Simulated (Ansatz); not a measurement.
Geometry relaxation, with input and output: MgS (part 1 of 2)

MgS (slab, 10 atoms in the cell), computed with DFT LDA, scalar-relativistic, plane waves, PAW, no spin polarisation (Ansatz 0.2.0).

The structure derives from an entry of the Crystallography Open Database. The input holds or restrains some coordinates. Forces given for the steps count only the free coordinates. It belongs to a series of runs on one base structure; here: clean surface, atoms relaxed.

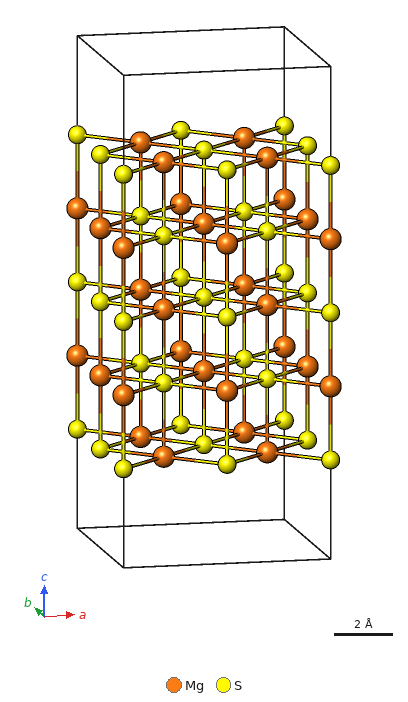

The starting structure (ball-and-stick view of the 2 × 2 repeat of the cell, with the vacuum cut short, seen slightly off an axis). An atom can appear more than once, as a periodic image.

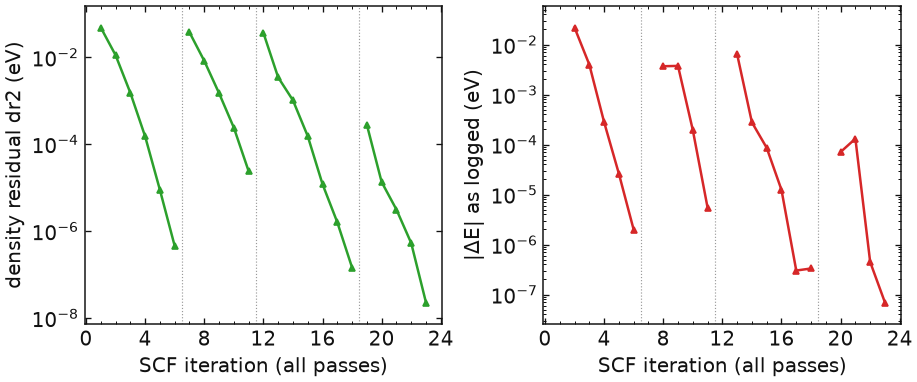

Convergence of the self-consistent field: density residual dr2 and size of the energy change against the SCF iteration. The dotted lines part the SCF passes of the relaxation: geometry steps, rejected trials and re-solves on a re-selected basis. The passes take 6, 5, 7 and 5 iterations.

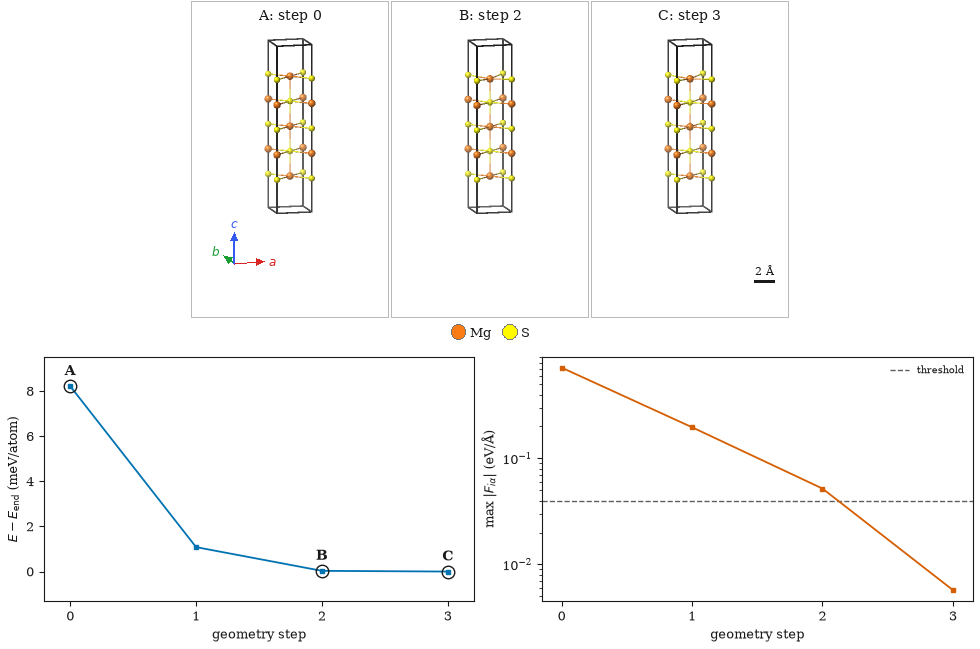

Frames of the restrained relaxation (ball-and-stick view of the cell of the calculation, with the vacuum cut short, seen slightly off an axis) above the curves, on which the letters mark them (the first geometry is step 0 here and step 1 in the log).

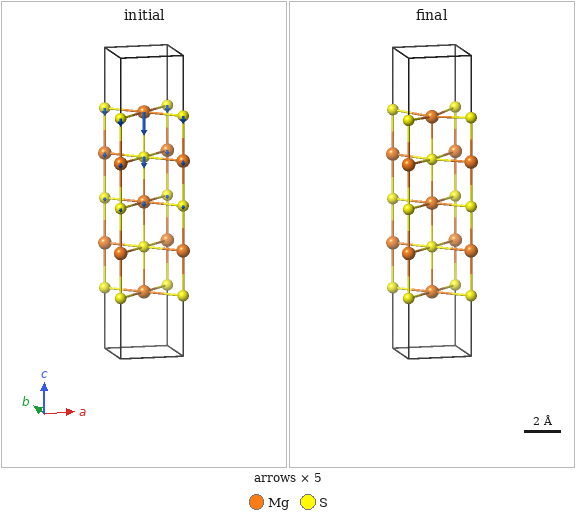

Before (left) and after (right) the restrained relaxation, at one scale (ball-and-stick view of the cell of the calculation, with the vacuum cut short, seen slightly off an axis). The blue arrows give the displacements, magnified 5 times. Over 3 geometry steps the energy falls by 8.2 meV per atom. The largest force component goes from 0.72 to 0.0057 eV/Å. The largest move is that of Mg9, 0.28 Å. By element the largest moves are Mg 0.28 Å, S 0.14 Å. The lattice vectors keep their values. Among the contacts that change: S8–Mg9 2.602 → 2.463 Å, Mg5–S8 2.602 → 2.534 Å, Mg3–S6 2.602 → 2.556 Å, Mg7–S10 2.602 → 2.567 Å. Among the angles that change: S10–Mg9–S10 180.0° → 172.1°, Mg9–S10–Mg9 180.0° → 172.1°, S8–Mg9–S10 90.0° → 93.9°. (Atoms are counted from 1 in the order of the input.)

These pictures come from the run below.

**Input file**
```yaml
crystal:
  lattice:
    - [3.67928871, 0.0, 0.0]
    - [0.0, 3.67928871, 0.0]
    - [0.0, 0.0, 30.4065999693]
  atoms:
    - { symbol: Mg, position: [0.5, 0.5, 0.328875968] }
    - { symbol: S, position: [0.0, 0.0, 0.328875968] }
    - { symbol: Mg, position: [0.0, 0.0, 0.414437984] }
    - { symbol: S, position: [0.5, 0.5, 0.414437984] }
    - { symbol: Mg, position: [0.5, 0.5, 0.5] }
    - { symbol: S, position: [0.0, 0.0, 0.5] }
    - { symbol: Mg, position: [0.0, 0.0, 0.585562016] }
    - { symbol: S, position: [0.5, 0.5, 0.585562016] }
    - { symbol: Mg, position: [0.5, 0.5, 0.671124032] }
    - { symbol: S, position: [0.0, 0.0, 0.671124032] }
basis:
  ecutwfc: 420
  fft_grid_basis: typed
kpoints:
  mp_grid: { grid: [7, 7, 1] }
hamiltonian:
  xc: lda
scf:
  occupations: { method: gaussian, width: 0.05 }
output:
  forces: true
  eigenvalues: true
efield:
  axis: 3
  dipole_correction: true
  ramp_width: 0.04
relax:
  adjacent_minimum: "off"
  f_tol: 0.04
  max_steps: 40
  constraints: [{ sites: [0, 1, 2, 3] }]
```

Launch command:
```bash
ansatz run input.yaml --threads 1 --pin off --max-ram 2211MiB --backend cpu --events-out ev --progress --plain --runs-dir out
```

**The program's output**
```
Engine: ansatz 0.2.0, x86_64-unknown-linux-gnu
Pseudopotentials: kind: paw
Pseudopotential: Mg, paw, valence charge 10, recommended cutoff 420 eV (normal), Mg.paw.azcp
Pseudopotential: S, paw, valence charge 6, recommended cutoff 420 eV (normal), S.paw.azcp
Functional definition: SPW92
  exchange = slater_x
  correlation = pw_c
Crystal: 10 atoms, lattice volume = 411.619 Å³
Basis set: ecut = 420 eV, 8069 PW (Γ)
Bands: 50, of which v1, the nominal top of the filled ones, is band 40 counted from 1 (39 counted from 0)
Symmetry: 8 space group operations
k-points: 10 of 49
Non-local potential: Mg, projectors of the file, l = 0: 3, l = 1: 2, l = 2: 1
Non-local potential: S, projectors of the file, l = 0: 2, l = 1: 2, l = 2: 2
PAW form: soft (Blöchl's): semilocal exchange-correlation on the pseudo side does not see the compensation charge
PAW frozen core: Mg, regenerated for the run's functional, and the local potential with it (the file was generated under x = pbe(κ = 0.804, μ = 0.2195149727645171), c = pbe(β = 0.06672455060314922))
PAW frozen core: S, regenerated for the run's functional, and the local potential with it (the file was generated under x = pbe(κ = 0.804, μ = 0.2195149727645171), c = pbe(β = 0.06672455060314922))
PAW one-centre angular grid: Mg, 110 points (default); XC on 64 Gauss nodes
PAW one-centre angular grid: S, 110 points (default); XC on 64 Gauss nodes
Initial density: superposition of atomic densities (neutral atoms: chi_scale 0, normalization atom), corrected by the library's trained network
Initial wavefunctions: pseudopotential atomic-orbital guess
Functional: x = slater, c = lda
SCF iter   1: F=—  HF=-13869.717529 eV  |F-HF|=—  |Δ(HF+E_count)|=         —  Δρ=4.31e-3  dr2=4.83e-2  ethr=1.77e-3  p=0.000 e·Å  D=1.73e-13 V/Å  ΔV_dip=-0.00 eV  dr2_dipole=3.81e-8  V_vac-E_F(+/−)=3.72/3.72 eV  ⟨swp⟩=12.8  Hψ=2601  notcnv=0  defer=4
efield: sawtooth ramp at fractional position 0.9800 (placed from the atoms, in the widest stretch of the axis that holds none; the zero of the levels goes with the place), width 0.0400; the density the first Hamiltonian is built on has a dipole p = 0.000 e·Å; the dipole correction subtracts the counter field D = 1.73e-13 V/Å, which shifts the + side's vacuum level by -0.00 eV against the − side's; the planar-averaged density in the ramp window peaks in size at 1.2e-6 e/Å³
preconditioner: auto → Resta (q_TF=auto, 2.076 Å⁻¹)  ε∞=2.5  [insulator: Δε(μ)=2.521 eV  Ē_g=9.442 eV  σ=0.050 eV  W_gap=1.00  n_scr=64 (ndim 8)  ℏωp=11.6 eV  f_vac=0.536  D(μ)=0.00/eV (n_scr^D=0)  ε∞_Penn≈2.5  vacuum switching on, ρ_ref=6.5e-3 e/Å³]
SCF iter   2: F=—  HF=-13869.695632 eV  |F-HF|=—  |Δ(HF+E_count)|=   2.19e-2  Δρ=1.92e-3  dr2=1.12e-2  ethr=6.04e-5  p=-0.000 e·Å  D=-3.67e-5 V/Å  ΔV_dip=0.00 eV  dr2_dipole=5.86e-8  V_vac-E_F(+/−)=3.78/3.78 eV  ⟨swp⟩=2.7  Hψ=1060  notcnv=0  defer=30
SCF iter   3: F=—  HF=-13869.691655 eV  |F-HF|=—  |Δ(HF+E_count)|=   3.98e-3  Δρ=4.21e-4  dr2=1.52e-3  ethr=1.40e-5  p=0.000 e·Å  D=6.11e-5 V/Å  ΔV_dip=-0.00 eV  dr2_dipole=1.97e-7  V_vac-E_F(+/−)=3.76/3.76 eV  ⟨swp⟩=3.0  Hψ=891  notcnv=0  defer=30
SCF iter   4: F=—  HF=-13869.691373 eV  |F-HF|=—  |Δ(HF+E_count)|=   2.82e-4  Δρ=1.54e-4  dr2=1.51e-4  ethr=1.90e-6  p=-0.000 e·Å  D=-2.84e-5 V/Å  ΔV_dip=0.00 eV  dr2_dipole=4.35e-8  V_vac-E_F(+/−)=3.79/3.79 eV  ⟨swp⟩=2.0  Hψ=627  notcnv=0  defer=30
iter 5 did not close the SCF: its close was put off for the readings that it lacked (scf_convergence_deferred on its scf_iter line)
SCF iter   5: F=-13869.691343 eV  HF=-13869.691347 eV  |F-HF|=4.12e-6  |Δ(HF+E_count)|=   2.62e-5  Δρ=3.70e-5  dr2=8.86e-6  ethr=1.88e-7  p=0.000 e·Å  D=1.42e-5 V/Å  ΔV_dip=-0.00 eV  dr2_dipole=9.88e-9  V_vac-E_F(+/−)=3.78/3.78 eV  ⟨swp⟩=2.0  Hψ=631  notcnv=0  defer=33
SCF iter   6: F=-13869.691345 eV  HF=-13869.691345 eV  |F-HF|=3.15e-8  |Δ(HF+E_count)|=   1.99e-6  Δρ=9.38e-6  dr2=4.54e-7  ethr=1.11e-8  p=-0.000 e·Å  D=-8.46e-6 V/Å  ΔV_dip=0.00 eV  dr2_dipole=3.30e-9  V_vac-E_F(+/−)=3.78/3.78 eV  ⟨swp⟩=14.4  Hψ=2331  notcnv=0
SCF 1 converged in 6 iterations: F = -13869.691345 eV  dr2 = 4.54e-7
  greatest PAW one-centre occupation: 1.000 electrons in one spin orbital (limit 2), on the Mg atom at site 2 (counted from 0), in its partial waves of l = 0
relax step   1: F+E_penalty+E_count = -13869.69134466 eV  Δ(F+E_penalty+E_count) = +0.000e0 eV  max|allowed force component| = 7.178e-1 eV/Å  Δτ_max = 0.0000 Å  (6 SCF iters, dr2 threshold 4.00e-5 eV, accepted)
Initial density: handed on by an earlier stage of this run
Initial wavefunctions: those handed on with the density
iter 1 solved again at ethr=4.44e-5 eV; its pass at ethr=3.10e-3 eV (dr2=3.55e-2 eV) is discarded
SCF iter   1: F=—  HF=-13869.755098 eV  |F-HF|=—  |Δ(HF+E_count)|=         —  Δρ=1.95e-3  dr2=3.75e-2  ethr=4.44e-5  p=-0.000 e·Å  D=-8.19e-6 V/Å  ΔV_dip=0.00 eV  dr2_dipole=3.90e-3  V_vac-E_F(+/−)=3.76/3.76 eV  ⟨swp⟩=2.0  Hψ=1928  notcnv=0  defer=42
efield: sawtooth ramp at fractional position 0.9800 (handed on by an earlier solve), width 0.0400; the density the first Hamiltonian is built on has a dipole p = -0.000 e·Å; the dipole correction subtracts the counter field D = -8.19e-6 V/Å, which shifts the + side's vacuum level by +0.00 eV against the − side's; the planar-averaged density in the ramp window peaks in size at 1.0e-6 e/Å³
preconditioner: auto → Resta (q_TF=auto, 2.076 Å⁻¹)  ε∞=2.5  [insulator: Δε(μ)=2.639 eV  Ē_g=9.582 eV  σ=0.050 eV  W_gap=1.00  n_scr=64 (ndim 8)  ℏωp=11.6 eV  f_vac=0.540  D(μ)=0.00/eV (n_scr^D=0)  ε∞_Penn≈2.5  vacuum switching on, ρ_ref=6.7e-3 e/Å³]
SCF iter   2: F=—  HF=-13869.758777 eV  |F-HF|=—  |Δ(HF+E_count)|=   3.68e-3  Δρ=1.19e-3  dr2=8.27e-3  ethr=4.44e-5  p=-0.030 e·Å  D=-1.32e-2 V/Å  ΔV_dip=0.40 eV  dr2_dipole=1.31e-4  V_vac-E_F(+/−)=4.11/3.71 eV  ⟨swp⟩=2.7  Hψ=666  notcnv=0  defer=42
SCF iter   3: F=—  HF=-13869.762515 eV  |F-HF|=—  |Δ(HF+E_count)|=   3.74e-3  Δρ=3.67e-4  dr2=1.49e-3  ethr=1.03e-5  p=-0.038 e·Å  D=-1.67e-2 V/Å  ΔV_dip=0.51 eV  dr2_dipole=5.14e-4  V_vac-E_F(+/−)=4.25/3.74 eV  ⟨swp⟩=2.0  Hψ=711  notcnv=0  defer=42
SCF iter   4: F=—  HF=-13869.762711 eV  |F-HF|=—  |Δ(HF+E_count)|=   1.96e-4  Δρ=1.26e-4  dr2=2.40e-4  ethr=1.86e-6  p=-0.053 e·Å  D=-2.34e-2 V/Å  ΔV_dip=0.71 eV  dr2_dipole=6.45e-5  V_vac-E_F(+/−)=4.42/3.70 eV  ⟨swp⟩=2.0  Hψ=797  notcnv=0  defer=42
SCF iter   5: F=-13869.762700 eV  HF=-13869.762706 eV  |F-HF|=5.75e-6  |Δ(HF+E_count)|=   5.50e-6  Δρ=5.48e-5  dr2=2.40e-5  ethr=4.02e-8  p=-0.051 e·Å  D=-2.24e-2 V/Å  ΔV_dip=0.68 eV  dr2_dipole=3.74e-6  V_vac-E_F(+/−)=4.40/3.72 eV  ⟨swp⟩=14.7  Hψ=2763  notcnv=0
SCF 2 converged in 5 iterations: F = -13869.762700 eV  dr2 = 2.40e-5
  greatest PAW one-centre occupation: 1.000 electrons in one spin orbital (limit 2), on the Mg atom at site 4 (counted from 0), in its partial waves of l = 0
relax step   2: F+E_penalty+E_count = -13869.76269978 eV  Δ(F+E_penalty+E_count) = -7.136e-2 eV  max|allowed force component| = 1.966e-1 eV/Å  Δτ_max = 0.1934 Å  (5 SCF iters, dr2 threshold 3.22e-5 eV, accepted)
```
